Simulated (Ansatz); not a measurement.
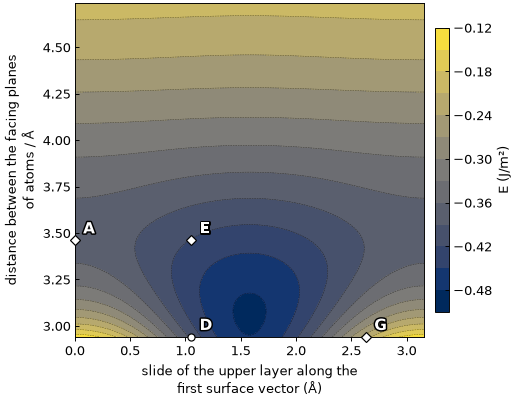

A bilayer of two WS₂ sheets (1H type), the upper one turned by 180 degrees about the normal (6 atoms in the cell). The upper layer of a bilayer is slid along a line and lifted, both layers rigid. The first coordinate is: slide of the upper layer along the first surface vector, from S4 above S3; the second: distance between the facing planes of atoms. Grid: 6 × 6 points; 24 points were computed and 12 follow by symmetry. Points are written as (first, second). All energies are given in J/m² relative to the two layers apart. The calculation used DFT PBE+D3(BJ), scalar-relativistic, plane waves, PAW in Ansatz 0.2.0. Settings: cutoff 420 eV, k-mesh 9×9×1, gaussian smearing 0.05 eV, no spin polarisation.

In the figure: filled contours, lettered points. Between grid points the surface is interpolated.

**Is D the lowest point of the computed grid?**

No. D lies 0.082 J/m² above the lowest grid point, which is at (1.58 Å, 2.94 Å).

**Rank the lettered points by energy, lowest first.**

E (−0.421 J/m²), D (−0.398 J/m²), A (−0.372 J/m²), G (−0.224 J/m²).

PAW datasets: the set soft_1.
